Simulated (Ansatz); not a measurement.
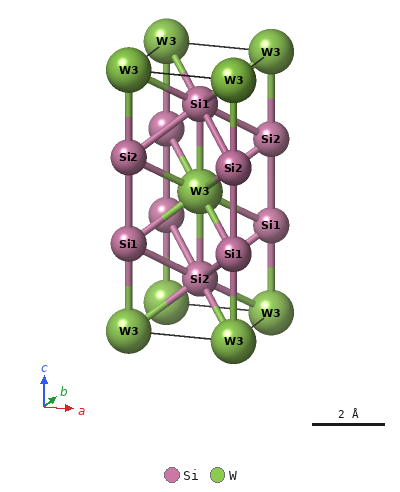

Figure 1. The structure (ball-and-stick view of the cell 2 times as large as that of the calculation, set on its symmetry axes, seen slightly off an axis; atoms are numbered from 1 in the order of the input). An atom can appear more than once, as a periodic image.

## Two runs on WSi2

System: WSi2 (I4/mmm, 3 atoms in the cell).
Method of run 1: DFT PBE, scalar-relativistic, plane waves, PAW, no spin polarisation (Ansatz 0.2.0).

The structure derives from an entry of the Crystallography Open Database. Text and figures count atoms from 1; the logs count them from 0 in places.

## Input file, run 1
```yaml
crystal:
  lattice:
    - [-1.5660627283, 1.5660627283, 3.8154114946]
    - [1.5660627283, -1.5660627283, 3.8154114946]
    - [1.5660627283, 1.5660627283, -3.8154114946]
  atoms:
    - { symbol: Si, position: [0.3345744057, 0.3345744057, 0.0] }
    - { symbol: Si, position: [0.6654255943, 0.6654255943, 0.0] }
    - { symbol: W, position: [0.0, 0.0, 0.0] }
basis:
  ecutwfc: 420
kpoints:
  mp_grid: { grid: [20, 20, 20] }
hamiltonian:
  xc: pbe
scf:
  occupations: { method: gaussian, width: 0.15 }
output:
  forces: true
  stress: true
  eigenvalues: true
```

Command:
```bash
ansatz run input.yaml --threads 2 --pin off --max-ram 5120MiB --backend cpu --events-out ev --progress --plain --runs-dir out
```

Hardware: 2 threads of Intel Xeon @ 2.50GHz (Skylake/Cascade Lake), 189 GiB of memory available, shared host.

## Output, shortened to warnings, some set-up lines, iterations and results (run 1)
```
Basis set: ecut = 420 eV, 761 PW (Γ), exchange–correlation on 60×60×60 points (8 copies of the dense FFT grid, shifted against one another)
Symmetry: 16 space group operations
k-points: 641 of 8000
Initial density: superposition of atomic densities (neutral atoms: chi_scale 0, normalization atom), corrected by the library's trained network
[...]
SCF iter   1: F=—  HF=-11657.207420 eV  |F-HF|=—  |Δ(HF+E_count)|=         —  Δρ=4.04e-3  dr2=3.78e-3  ethr=1.77e-3  ⟨swp⟩=5.0  Hψ=54979  notcnv=0
SCF iter   2: F=—  HF=-11657.207241 eV  |F-HF|=—  |Δ(HF+E_count)|=   1.79e-4  Δρ=2.36e-3  dr2=1.49e-3  ethr=1.72e-5  ⟨swp⟩=1.0  Hψ=14745  notcnv=0
SCF iter   3: F=—  HF=-11657.207055 eV  |F-HF|=—  |Δ(HF+E_count)|=   1.86e-4  Δρ=2.40e-4  dr2=1.88e-5  ethr=6.77e-6  ⟨swp⟩=2.2  Hψ=13279  notcnv=0
SCF iter   4: F=—  HF=-11657.207053 eV  |F-HF|=—  |Δ(HF+E_count)|=   1.59e-6  Δρ=6.81e-5  dr2=2.59e-6  ethr=8.55e-8  ⟨swp⟩=2.1  Hψ=14005  notcnv=0
SCF iter   5: F=—  HF=-11657.207053 eV  |F-HF|=—  |Δ(HF+E_count)|=   5.12e-7  Δρ=1.92e-5  dr2=1.66e-7  ethr=1.18e-8  ⟨swp⟩=2.4  Hψ=13894  notcnv=0
SCF iter   6: F=-11657.207053 eV  HF=-11657.207053 eV  |F-HF|=2.40e-9  |Δ(HF+E_count)|=   1.91e-8  Δρ=3.39e-6  dr2=4.60e-9  ethr=4.55e-10  ⟨swp⟩=4.5  Hψ=34290  notcnv=0
SCF 1 converged in 6 iterations: F = -11657.207053 eV  dr2 = 4.60e-9
SCF converged after 6 iterations
Free energy (F): -11657.207053 eV
Harris-Foulkes:  -11657.207053 eV  (|F-HF|=2.40e-9)
Internal energy: -11657.204685 eV  (E = F + TS)
E sigma→0 (E₀):  -11657.205869 eV
Entropy (-TS):   -0.002367 eV (-0.789 meV/atom)
Fermi energy:    18.260367 eV
--- Per-component energies (eV) ---
  E_band       = -49.717224
  E_kinetic    = 549.876843
  E_local      = -894.252555  (includes V_loc(G=0)·N_el)
  E_nonlocal   = 52.007655
  E_hartree    = 358.384171
  E_xc         = -385.153473
  E_vxc        = -342.820873  (∫ρ·V_xc dr)
  E_paw        = -9589.053263  (= ΣΔE_a)
  E_vpaw       = -131.298313  (= ΣTr[D̂ρ^β])
  E_aug_tail   = -0.000041  (compensation charges beyond the density's cutoff)
  E_ewald      = -1749.014022
  E_smearing   = -0.002367  (= −TS)
  E_closure    = 0.000000  (closes the sum)
  Σ components = -11657.207053   (vs F -11657.207053, Δ=0.00e0)
--- Forces (eV/Å), atoms counted from 1 ---
  atom   1  Si     0.00000000    -0.00000000    -0.26453391
  atom   2  Si     0.00000000     0.00000000     0.26453391
  atom   3  W      0.00000000     0.00000000     0.00000000
  max |Σ_I F_I| component: 1.39e-17 eV/Å
--- Stress (GPa, compression-positive) ---
       23.580636       0.000000      -0.000000
        0.000000      23.580636       0.000000
        0.000000       0.000000      27.015787
  P = ⅓ Tr σ = 24.7257 GPa (247.257 kbar)
```

For run 2 the input was changed thus:
```diff
-    - [-1.5660627283, 1.5660627283, 3.8154114946]
-    - [1.5660627283, -1.5660627283, 3.8154114946]
-    - [1.5660627283, 1.5660627283, -3.8154114946]
+    - [-1.5902801931, 1.5902801931, 3.8154114946]
+    - [1.5902801931, -1.5902801931, 3.8154114946]
+    - [1.5902801931, 1.5902801931, -3.8154114946]
```

How does run 2 compare with run 1?

With the same functional and potentials, run 2 lies 43.5 meV per atom lower. The pressure goes from 24.73 to 15.83 GPa. The largest force goes from 0.265 to 0.159 eV/Å. The volume per atom goes from 12.48 to 12.87 Å³. The number of SCF iterations is the same.

## Output, shortened to warnings, some set-up lines, iterations and results (run 2)
```
Basis set: ecut = 420 eV, 761 PW (Γ), exchange–correlation on 60×60×60 points (8 copies of the dense FFT grid, shifted against one another)
Symmetry: 16 space group operations
k-points: 641 of 8000
Initial density: superposition of atomic densities (neutral atoms: chi_scale 0, normalization atom), corrected by the library's trained network
[...]
SCF iter   1: F=—  HF=-11657.337598 eV  |F-HF|=—  |Δ(HF+E_count)|=         —  Δρ=3.77e-3  dr2=2.71e-3  ethr=1.77e-3  ⟨swp⟩=5.0  Hψ=54946  notcnv=0
SCF iter   2: F=—  HF=-11657.337695 eV  |F-HF|=—  |Δ(HF+E_count)|=   9.63e-5  Δρ=2.19e-3  dr2=1.07e-3  ethr=1.23e-5  ⟨swp⟩=1.0  Hψ=14751  notcnv=0
SCF iter   3: F=—  HF=-11657.337672 eV  |F-HF|=—  |Δ(HF+E_count)|=   2.33e-5  Δρ=2.17e-4  dr2=1.78e-5  ethr=4.87e-6  ⟨swp⟩=2.4  Hψ=13634  notcnv=0
SCF iter   4: F=—  HF=-11657.337669 eV  |F-HF|=—  |Δ(HF+E_count)|=   2.88e-6  Δρ=6.56e-5  dr2=1.91e-6  ethr=8.07e-8  ⟨swp⟩=2.1  Hψ=13697  notcnv=0
SCF iter   5: F=—  HF=-11657.337668 eV  |F-HF|=—  |Δ(HF+E_count)|=   3.67e-7  Δρ=1.69e-5  dr2=1.34e-7  ethr=8.67e-9  ⟨swp⟩=2.3  Hψ=14023  notcnv=0
SCF iter   6: F=-11657.337668 eV  HF=-11657.337668 eV  |F-HF|=2.73e-9  |Δ(HF+E_count)|=   1.45e-8  Δρ=3.27e-6  dr2=4.82e-9  ethr=4.55e-10  ⟨swp⟩=4.3  Hψ=32931  notcnv=0
SCF 1 converged in 6 iterations: F = -11657.337668 eV  dr2 = 4.82e-9
SCF converged after 6 iterations
Free energy (F): -11657.337668 eV
Harris-Foulkes:  -11657.337668 eV  (|F-HF|=2.73e-9)
Internal energy: -11657.335380 eV  (E = F + TS)
E sigma→0 (E₀):  -11657.336524 eV
Entropy (-TS):   -0.002289 eV (-0.763 meV/atom)
Fermi energy:    17.602198 eV
--- Per-component energies (eV) ---
  E_band       = -62.232985
  E_kinetic    = 546.582608
  E_local      = -912.729233  (includes V_loc(G=0)·N_el)
  E_nonlocal   = 51.476602
  E_hartree    = 362.347113
  E_xc         = -383.938851
  E_vxc        = -341.230426  (∫ρ·V_xc dr)
  E_paw        = -9588.781322  (= ΣΔE_a)
  E_vpaw       = -131.028575  (= ΣTr[D̂ρ^β])
  E_aug_tail   = -0.000060  (compensation charges beyond the density's cutoff)
  E_ewald      = -1732.292236
  E_smearing   = -0.002289  (= −TS)
  E_closure    = 0.000000  (closes the sum)
  Σ components = -11657.337668   (vs F -11657.337668, Δ=0.00e0)
--- Forces (eV/Å), atoms counted from 1 ---
  atom   1  Si     0.00000000     0.00000000    -0.15893583
  atom   2  Si     0.00000000     0.00000000     0.15893583
  atom   3  W      0.00000000     0.00000000     0.00000000
  max |Σ_I F_I| component: 1.80e-16 eV/Å
--- Stress (GPa, compression-positive) ---
       12.589661       0.000000      -0.000000
        0.000000      12.589661       0.000000
       -0.000000       0.000000      22.316866
  P = ⅓ Tr σ = 15.8321 GPa (158.321 kbar)
```

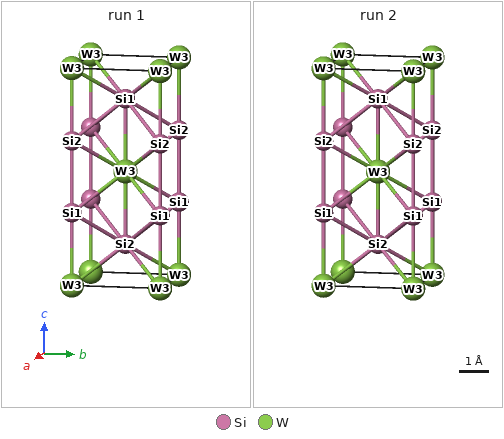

Figure 2. The two input geometries at one scale (ball-and-stick view of the cell 2 times as large as that of the calculation, set on its symmetry axes, seen slightly off an axis). The atoms keep their places relative to the cell (all moves are under 0.005 Å). The drawn cell changes as follows: a = b 3.132 → 3.181 Å (+1.5 %), c stays at 7.631 Å; the volume changes by +3.1 %. Among the contacts that change: Si1–W3 2.549 → 2.579 Å, Si1–Si2 2.563 → 2.593 Å.

## The two runs side by side

```csv
quantity,run 1,run 2
outcome,converged,converged
free energy per atom (eV),−3885.7357,−3885.7792
"energy per atom, smearing taken to zero (eV)",−3885.7353,−3885.7788
gap on the mesh (eV),0.00,0.00
pressure (GPa),24.73,15.83
volume per atom (Å³),12.48,12.87
largest force (eV/Å),0.265,0.159
SCF iterations,6,6
irreducible k-points,641,641
plane waves at Γ,761,761
wall time (shared host),22 s,22 s
```

For both runs: Spin–orbit coupling is left out, which matters for W. For run 1: The cell is under a pressure of 25 GPa at this level, so it is not at its equilibrium volume.
